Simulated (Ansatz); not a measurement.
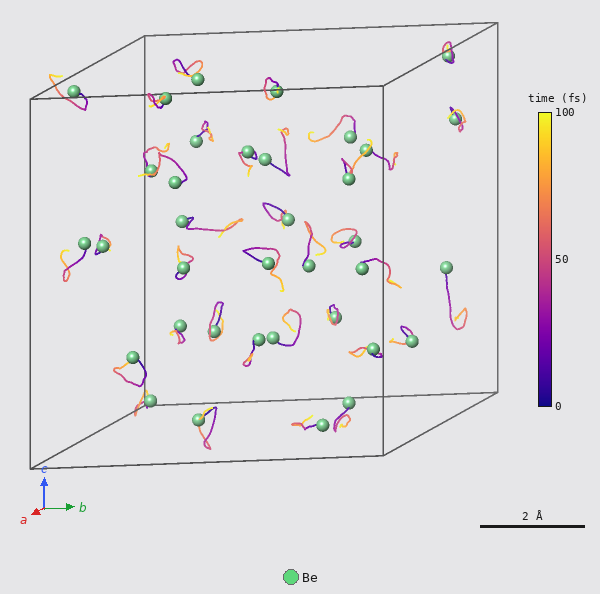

First-principles dynamics of a 36-atom cell of Be, 100 fs long. It starts from the last geometry of an earlier run, with fresh velocities. Lines trace each atom's path, coloured by time; spheres stand at the starting positions. Seen slightly off an axis in the simulation cell.

Theory: Ansatz 0.2.0, DFT PBE, scalar-relativistic, plane waves, PAW. Set-up: plane-wave cutoff 420 eV; k-point mesh 2 × 2 × 2; Fermi-Dirac smearing 0.24 eV; low-accuracy preset; volume 1.05 times that of the relaxed crystal; Langevin thermostat (NVT); set temperature 1680 K; time step 1 fs; friction 0.05 per fs.

> What do the traces tell about the motion?

In the second half of the run the atoms are, in the root-mean-square, this far from where they began (common drift taken out): Be 0.61 Å. The run lasts only 100 fs, too short to tell vibration from diffusion. The mean temperature in the second half is 1888 K (standard deviation 248 K). The potential energy in the second half lies on average 147 meV per atom below the first frame.

Limits of the set-up: the k-point mesh is coarse for a cell with partly filled bands; the program's low-accuracy preset was used.

The run took 14 min on 1 thread of Arm Neoverse V1, on a shared host, peak memory 0.7 GiB.
